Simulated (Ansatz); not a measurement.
## Two runs on C

System: C (3 atoms in the cell).
Method of run 1: DFT PBE, scalar-relativistic, plane waves, PAW, spin-polarised (Ansatz 0.2.0).

The structure was made by a generator, so it may or may not be a known phase. Text and figures count atoms from 1; the logs count them from 0 in places.

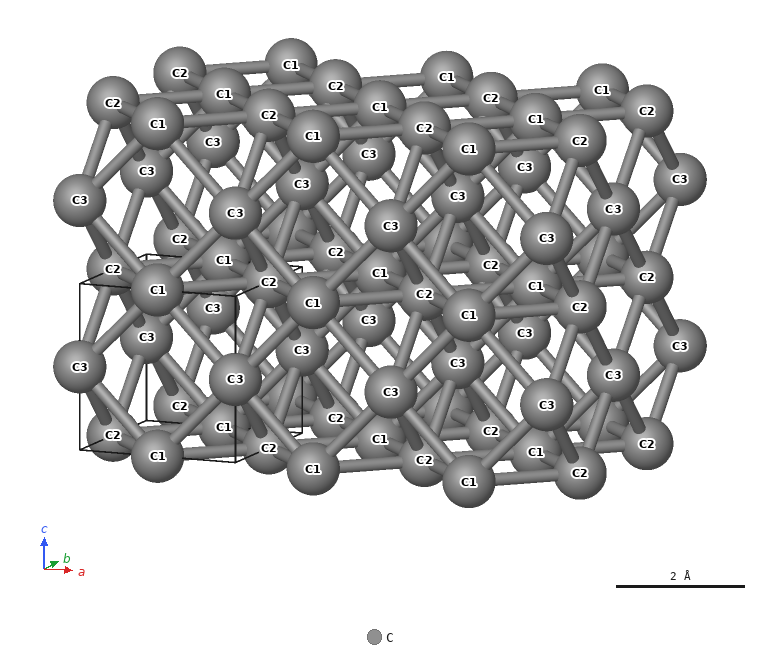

The input geometry (ball-and-stick view of the cell of the calculation, repeated 3 × 2 × 2, seen slightly off an axis; atoms are numbered from 1 in the order of the input). An atom can appear more than once, as a periodic image.

## Input, run 1
```yaml
crystal:
  lattice:
    - [2.658464219, 0.0, 0.0]
    - [0.0, 2.658464219, 0.0]
    - [0.0, 0.0, 2.658464219]
  atoms:
    - { symbol: C, position: [0.5, 0.0, 0.0], spin: 1.0 }
    - { symbol: C, position: [0.0, 0.5, 0.0], spin: 1.0 }
    - { symbol: C, position: [0.0, 0.0, 0.5], spin: 1.0 }
basis:
  ecutwfc: 420
kpoints:
  mp_grid: { grid: [6, 6, 6] }
hamiltonian:
  xc: pbe
scf:
  occupations: { method: gaussian, width: 0.1 }
  lower_state_search: "off"
output:
  forces: true
  stress: true
  eigenvalues: true
  populations: true
magnetization:
  spin_polarized: true
```

Command:
```bash
ansatz run input.yaml --threads 1 --pin off --max-ram 2560MiB --backend cpu --events-out ev --progress --plain --runs-dir out
```

Hardware: 1 thread of Intel Xeon @ 2.50GHz (Skylake/Cascade Lake), 189 GiB of memory available, shared host.

## Output, shortened to warnings, some set-up lines, iterations and results (run 1)
```
WARN: the starting moments were not kept: the SCF closed with an absolute magnetisation of 1.7e-6 μB, where they sum to 3 μB in size (3 sites). That is at most 0.1 of that sum. Measured as dr2_m measures the in/out step, that magnetisation stands 6.0e-13 eV from none, at or under the dr2_threshold of 1.0e-7 eV: it is no larger than a step whose dr2_m would equal this threshold. The system may …
Basis set: ecut = 420 eV, 365 PW (Γ), exchange–correlation on 36×36×36 points (8 copies of the dense FFT grid, shifted against one another)
Symmetry: 48 space group operations
k-points: 20 of 216
Initial density: superposition of atomic densities (chi_scale 0.1, normalization cell)
[...]
SCF iter   1: F=—  HF=-740.961796 eV  |F-HF|=—  |Δ(HF+E_count)|=         —  Δρ=7.28e-2 (↑6.64e-2 ↓7.28e-2)  dr2=1.76e-1  dr2_m=7.76e-1  M=0.739 μB ∫|m|=0.739 μB  β_m=0.30  …
SCF iter   2: F=—  HF=-741.353182 eV  |F-HF|=—  |Δ(HF+E_count)|=   3.91e-1  Δρ=5.46e-2 (↑4.95e-2 ↓5.46e-2)  dr2=1.12e-1  dr2_m=4.30e-1  M=0.644 μB ∫|m|=0.644 μB  β_m=0.30  …
SCF iter   3: F=—  HF=-741.569678 eV  |F-HF|=—  |Δ(HF+E_count)|=   2.16e-1  Δρ=3.69e-2 (↑3.63e-2 ↓3.69e-2)  dr2=2.07e-3  dr2_m=2.30e-1  M=0.581 μB ∫|m|=0.581 μB  β_m=0.30  …
SCF iter   4: F=—  HF=-741.680794 eV  |F-HF|=—  |Δ(HF+E_count)|=   1.11e-1  Δρ=2.83e-2 (↑2.82e-2 ↓2.83e-2)  dr2=7.99e-4  dr2_m=1.37e-1  M=0.502 μB ∫|m|=0.502 μB  β_m=0.30  …
SCF iter   5: F=—  HF=-741.751676 eV  |F-HF|=—  |Δ(HF+E_count)|=   7.09e-2  Δρ=2.43e-2 (↑2.43e-2 ↓2.43e-2)  dr2=1.28e-4  dr2_m=1.01e-1  M=0.370 μB ∫|m|=0.370 μB  β_m=0.30  …
[... 6 lines ...]
SCF iter  12: F=—  HF=-741.891195 eV  |F-HF|=—  |Δ(HF+E_count)|=   6.21e-5  Δρ=1.52e-4 (↑1.52e-4 ↓1.33e-4)  dr2=1.88e-7  dr2_m=3.47e-6  M=0.000 μB ∫|m|=0.001 μB  β_m=0.91  …
SCF iter  13: F=-741.891201 eV  HF=-741.891201 eV  |F-HF|=3.05e-8  |Δ(HF+E_count)|=   6.11e-6  Δρ=2.06e-5 (↑1.12e-5 ↓2.06e-5)  dr2=9.92e-8  dr2_m=2.77e-8  M=0.000 μB …
SCF iter  14: F=-741.891201 eV  HF=-741.891201 eV  |F-HF|=1.28e-9  |Δ(HF+E_count)|=  7.24e-10  Δρ=2.69e-6 (↑2.69e-6 ↓2.10e-6)  dr2=2.65e-10  dr2_m=9.47e-10  M=0.000 μB …
SCF iter  15: F=-741.891201 eV  HF=-741.891201 eV  |F-HF|=8.19e-12  |Δ(HF+E_count)|=   1.74e-9  Δρ=3.24e-7 (↑2.00e-7 ↓3.24e-7)  dr2=7.90e-12  dr2_m=9.49e-12  M=-0.000 μB …
SCF 1 converged in 15 iterations: F = -741.891201 eV  dr2 = 7.90e-12
SCF converged after 15 iterations
Magnetization: -0.0000 μB (6.0000 up, 6.0000 down)
Absolute magnetization: 0.0000 μB (∫|ρ↑−ρ↓|, with the PAW one-centre terms)
Spin contamination: 0.0000 ħ² per cell (⟨S²⟩ above its minimum at these occupations)
Per-site moments (μB) at R_I (Å): [(-2.6471520421346736e-7, 0.7754249566786383), (-2.647152041700586e-7, 0.7754249566786383), (-2.6471520420981125e-7, 0.7754249566786383)]
Free energy (F): -741.891201 eV
Harris-Foulkes:  -741.891201 eV  (|F-HF|=8.19e-12)
Internal energy: -741.887845 eV  (E = F + TS)
E sigma→0 (E₀):  -741.889523 eV
Entropy (-TS):   -0.003356 eV (-1.119 meV/atom)
Fermi energy:    13.341868 eV
--- Per-component energies (eV) ---
  E_band       = 51.969762
  E_kinetic    = 253.058919
  E_local      = -149.445371  (includes V_loc(G=0)·N_el)
  E_nonlocal   = 81.713703
  E_hartree    = 28.903969
  E_xc         = -141.962716
  E_vxc        = -175.990223  (∫ρ·V_xc dr)
  E_paw        = -293.865425  (= ΣΔE_a)
  E_vpaw       = -15.175226  (= ΣTr[D̂ρ^β])
  E_aug_tail   = 0.000013  (compensation charges beyond the density's cutoff)
  E_ewald      = -520.290936
  E_smearing   = -0.003356  (= −TS)
  E_closure    = 0.000000  (closes the sum)
  Σ components = -741.891201   (vs F -741.891201, Δ=0.00e0)
--- Forces (eV/Å), atoms counted from 1 ---
  atom   1  C      0.00000000    -0.00000000    -0.00000000
  atom   2  C      0.00000000    -0.00000000    -0.00000000
  atom   3  C      0.00000000     0.00000000    -0.00000000
  max |Σ_I F_I| component: 3.25e-30 eV/Å
--- Stress (GPa, compression-positive) ---
       -0.167721      -0.000000       0.000000
        0.000000      -0.167721      -0.000000
       -0.000000      -0.000000      -0.167721
  P = ⅓ Tr σ = -0.1677 GPa (-1.677 kbar)
--- Löwdin populations: 3 sites ---
  site symbol       q [e]    m [muB]
     0      C      3.9770    -0.0000
     1      C      3.9770    -0.0000
     2      C      3.9770    -0.0000
  spilling = 0.005750 (of n_electrons = 12.000000)
```

The input of run 2 differs as follows (lines with − go, lines with + come):
```diff
-    - [2.658464219, 0.0, 0.0]
-    - [0.0, 2.658464219, 0.0]
-    - [0.0, 0.0, 2.658464219]
+    - [2.61035711, 0.0, 0.0]
+    - [0.0, 2.61035711, 0.0]
+    - [0.0, 0.0, 2.61035711]
```

Predict how the results change.

With the same functional and potentials, run 2 lies 11.3 meV per atom higher. The pressure goes from −0.17 to 8.65 GPa. The volume per atom goes from 6.26 to 5.93 Å³. The cell is scaled evenly with the atoms at fixed fractional positions, so −ΔP/Δ ln V estimates the bulk modulus midway between the two volumes: about 160 GPa. The SCF takes 16 iterations against 15.

## Output, shortened to warnings, some set-up lines, iterations and results (run 2)
```
WARN: the starting moments were not kept: the SCF closed with an absolute magnetisation of 2.1e-7 μB, where they sum to 3 μB in size (3 sites). That is at most 0.1 of that sum. Measured as dr2_m measures the in/out step, that magnetisation stands 1.1e-14 eV from none, at or under the dr2_threshold of 1.0e-7 eV: it is no larger than a step whose dr2_m would equal this threshold. The system may …
Basis set: ecut = 420 eV, 365 PW (Γ), exchange–correlation on 36×36×36 points (8 copies of the dense FFT grid, shifted against one another)
Symmetry: 48 space group operations
k-points: 20 of 216
Initial density: superposition of atomic densities (chi_scale 0.1, normalization cell)
[...]
SCF iter   1: F=—  HF=-740.937995 eV  |F-HF|=—  |Δ(HF+E_count)|=         —  Δρ=7.87e-2 (↑7.01e-2 ↓7.87e-2)  dr2=2.22e-1  dr2_m=8.33e-1  M=0.702 μB ∫|m|=0.702 μB  β_m=0.30  …
SCF iter   2: F=—  HF=-741.328485 eV  |F-HF|=—  |Δ(HF+E_count)|=   3.90e-1  Δρ=5.75e-2 (↑5.28e-2 ↓5.75e-2)  dr2=9.17e-2  dr2_m=4.62e-1  M=0.611 μB ∫|m|=0.611 μB  β_m=0.30  …
SCF iter   3: F=—  HF=-741.569166 eV  |F-HF|=—  |Δ(HF+E_count)|=   2.41e-1  Δρ=3.99e-2 (↑3.99e-2 ↓3.95e-2)  dr2=3.88e-3  dr2_m=2.54e-1  M=0.539 μB ∫|m|=0.539 μB  β_m=0.30  …
SCF iter   4: F=—  HF=-741.686648 eV  |F-HF|=—  |Δ(HF+E_count)|=   1.17e-1  Δρ=2.98e-2 (↑2.98e-2 ↓2.90e-2)  dr2=5.51e-4  dr2_m=1.41e-1  M=0.484 μB ∫|m|=0.484 μB  β_m=0.30  …
SCF iter   5: F=—  HF=-741.748475 eV  |F-HF|=—  |Δ(HF+E_count)|=   6.18e-2  Δρ=2.17e-2 (↑2.17e-2 ↓2.17e-2)  dr2=1.05e-5  dr2_m=7.68e-2  M=0.451 μB ∫|m|=0.451 μB  β_m=0.30  …
[... 7 lines ...]
SCF iter  13: F=-741.857163 eV  HF=-741.857163 eV  |F-HF|=2.03e-8  |Δ(HF+E_count)|=   3.65e-7  Δρ=1.23e-5 (↑1.21e-5 ↓1.23e-5)  dr2=2.30e-10  dr2_m=2.42e-8  M=0.001 μB …
SCF iter  14: F=-741.857163 eV  HF=-741.857163 eV  |F-HF|=8.78e-10  |Δ(HF+E_count)|=   4.95e-8  Δρ=2.67e-6 (↑2.67e-6 ↓2.38e-6)  dr2=6.24e-11  dr2_m=1.03e-9  M=0.000 μB …
SCF iter  15: F=-741.857163 eV  HF=-741.857163 eV  |F-HF|=2.57e-11  |Δ(HF+E_count)|=   2.20e-9  Δρ=4.53e-7 (↑4.53e-7 ↓4.09e-7)  dr2=9.98e-13  dr2_m=3.00e-11  M=0.000 μB …
SCF iter  16: F=-741.857163 eV  HF=-741.857163 eV  |F-HF|=2.27e-13  |Δ(HF+E_count)|=  7.14e-11  Δρ=6.88e-9 (↑6.10e-9 ↓6.88e-9)  dr2=6.73e-15  dr2_m=5.06e-15  M=0.000 μB …
SCF 1 converged in 16 iterations: F = -741.857163 eV  dr2 = 6.73e-15
SCF converged after 16 iterations
Magnetization: 0.0000 μB (6.0000 up, 6.0000 down)
Absolute magnetization: 0.0000 μB (∫|ρ↑−ρ↓|, with the PAW one-centre terms)
Spin contamination: 0.0000 ħ² per cell (⟨S²⟩ above its minimum at these occupations)
Per-site moments (μB) at R_I (Å): [(5.526732039076507e-8, 0.7613930006923013), (5.526732036708983e-8, 0.7613930006923013), (5.526732039178635e-8, 0.7613930006923013)]
Free energy (F): -741.857163 eV
Harris-Foulkes:  -741.857163 eV  (|F-HF|=2.27e-13)
Internal energy: -741.848592 eV  (E = F + TS)
E sigma→0 (E₀):  -741.852877 eV
Entropy (-TS):   -0.008571 eV (-2.857 meV/atom)
Fermi energy:    14.455178 eV
--- Per-component energies (eV) ---
  E_band       = 59.907733
  E_kinetic    = 258.661534
  E_local      = -142.132514  (includes V_loc(G=0)·N_el)
  E_nonlocal   = 81.172696
  E_hartree    = 27.748033
  E_xc         = -143.023254
  E_vxc        = -177.438118  (∫ρ·V_xc dr)
  E_paw        = -294.395553  (= ΣΔE_a)
  E_vpaw       = -15.851942  (= ΣTr[D̂ρ^β])
  E_aug_tail   = 0.000011  (compensation charges beyond the density's cutoff)
  E_ewald      = -529.879545
  E_smearing   = -0.008571  (= −TS)
  E_closure    = -0.000000  (closes the sum)
  Σ components = -741.857163   (vs F -741.857163, Δ=0.00e0)
--- Forces (eV/Å), atoms counted from 1 ---
  atom   1  C      0.00000000    -0.00000000    -0.00000000
  atom   2  C      0.00000000     0.00000000     0.00000000
  atom   3  C      0.00000000    -0.00000000     0.00000000
  max |Σ_I F_I| component: 4.14e-30 eV/Å
--- Stress (GPa, compression-positive) ---
        8.652743      -0.000000       0.000000
       -0.000000       8.652743      -0.000000
        0.000000      -0.000000       8.652743
  P = ⅓ Tr σ = 8.6527 GPa (86.527 kbar)
--- Löwdin populations: 3 sites ---
  site symbol       q [e]    m [muB]
     0      C      3.9760     0.0000
     1      C      3.9760     0.0000
     2      C      3.9760     0.0000
  spilling = 0.006007 (of n_electrons = 12.000000)
```

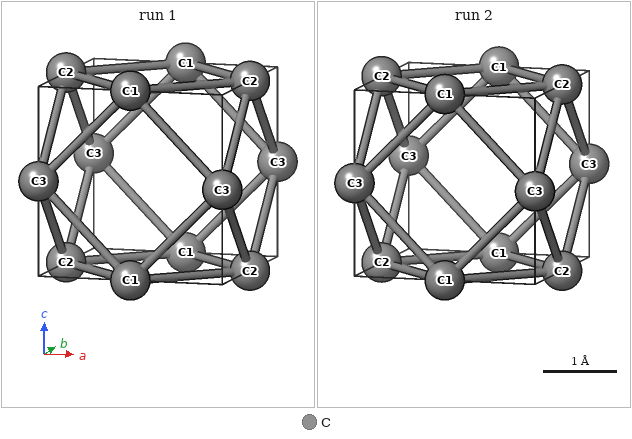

The two input geometries at one scale (ball-and-stick view of the cell of the calculation, seen slightly off an axis). The atoms keep their places relative to the cell (all moves are under 0.005 Å). The volume changes by −5.3 %, with a = b = c 2.658 → 2.610 Å (−1.8 %). Among the contacts that change: C1–C2 1.880 → 1.846 Å.

## The two runs side by side

| quantity | run 1 | run 2 |
| --- | --- | --- |
| outcome | converged | converged |
| free energy per atom (eV) | −247.2971 | −247.2857 |
| energy per atom, smearing taken to zero (eV) | −247.2965 | −247.2843 |
| gap on the mesh (eV) | 0.00 | 0.00 |
| net moment of the cell (μB) | 0.00 | 0.00 |
| absolute moment of the cell (μB) | 0.00 | 0.00 |
| pressure (GPa) | −0.17 | 8.65 |
| volume per atom (Å³) | 6.26 | 5.93 |
| largest force (eV/Å) | 0.000 | 0.000 |
| SCF iterations | 15 | 16 |
| irreducible k-points | 20 | 20 |
| plane waves at Γ | 365 | 365 |
| wall time (shared host) | 2.4 s | 2.8 s |

For both runs: Warnings: some starting moments were not kept. For run 2: The cell is under a pressure of 8.7 GPa at this level, so it is not at its equilibrium volume.
